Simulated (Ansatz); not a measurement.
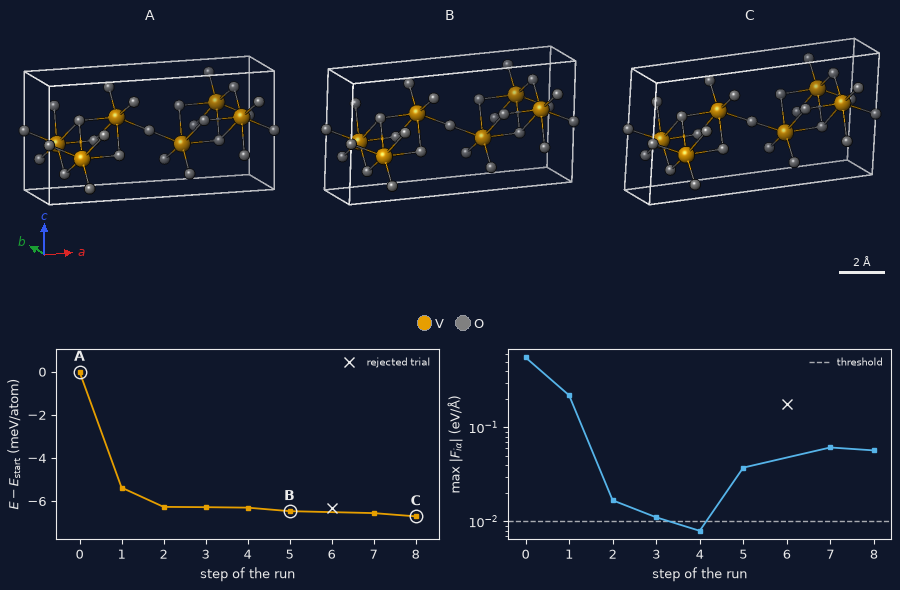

Frames of a relaxation of a crystal of V2O5 (set up in C2/m), marked on the history of the run. The picture is a ball-and-stick view of the conventional cell (2 times the calculation's cell), seen slightly off an axis. Lengths and directions refer to the drawn axes.

Case: volume × 1.03, shape and atoms relaxed.

Method: DFT r2SCAN, scalar-relativistic, plane waves, PAW in Ansatz.

Input file:
```yaml
crystal:
  lattice:
    - [5.5555688178, -1.4509214889, 0.2288821954]
    - [5.5555688178, 1.4509214889, 0.2288821954]
    - [-0.4400707451, 0.0, 5.5395314913]
  atoms:
    - { symbol: V, position: [0.145416289, 0.145416289, 0.3687618818] }
    - { symbol: V, position: [0.854583711, 0.854583711, 0.6312381182] }
    - { symbol: O, position: [0.0, 0.0, 0.5] }
    - { symbol: O, position: [0.6237811356, 0.6237811356, 0.1805694231] }
    - { symbol: O, position: [0.3762188644, 0.3762188644, 0.8194305769] }
    - { symbol: O, position: [0.311306291, 0.311306291, 0.3761299959] }
    - { symbol: O, position: [0.688693709, 0.688693709, 0.6238700041] }
basis:
  ecutwfc: 500
kpoints:
  mp_grid: { grid: [10, 10, 6] }
hamiltonian:
  xc: r2scan
scf:
  occupations: { method: gaussian, width: 0.02 }
output:
  forces: true
  stress: true
  eigenvalues: true
relax:
  adjacent_minimum: "off"
  f_tol: 0.01
  max_steps: 30
  cell: { stress_tol: 0.1, fix: [volume] }
```

Command:
```bash
ansatz run input.yaml --threads 2 --pin off --max-ram 5120MiB --backend cpu --events-out ev --progress --plain --runs-dir out
```

**Describe the path.**

The run was cut off at its time limit before the relaxation converged, so the last structure is only a point on the way. The largest moves relative to the cell, 0.23 Å, are those of O4 and O5. O5 goes along [−2 0 −1]. By element the largest moves are O 0.23 Å, V 0.10 Å. The drawn cell changes at constant volume: a 11.121 → 11.011 Å (−1.0 %), b 2.902 → 2.874 Å (−1.0 %), c 5.557 → 5.685 Å (+2.3 %), β 92.2° → 85.0°. Near-neighbour distances that change, for instance: V1–V2 3.063 → 3.031 Å, V1–V1 2.902 → 2.874 Å, V1–O7 2.072 → 2.051 Å, V1–O6 1.844 → 1.824 Å. The space group stays C2/m (No. 12). After 7 accepted moves (8 points after the start) the energy has fallen by 6.7 meV per atom. Largest force component: 0.56 eV/Å at the start, 0.057 eV/Å at the end. The pressure goes from −5.55 to −0.04 GPa. The line search rejected the trial step at point 6 of the run. Cost: 5.8 min on 2 threads of Arm Neoverse V2, with other jobs on the host, peak memory 1.1 GiB. From step 0 to 5: O atoms move most (0.12 Å), energy −6.5 meV per atom. From step 5 to 8: O atoms move most (0.11 Å), energy −0.2 meV per atom.

```tsv
step	E − E(0), meV/atom	largest force component, eV/Å	pressure, GPa	note
0	0.00	0.5558	-5.55	
1	-5.37	0.2198	-2.29	
2	-6.26	0.0168	-0.16	
3	-6.28	0.0111	-0.27	
4	-6.30	0.0080	-0.26	
5	-6.46	0.0374	-0.26	
6	-6.30	0.1785	-0.29	rejected
7	-6.55	0.0613	-0.15	
8	-6.70	0.0570	-0.04
```
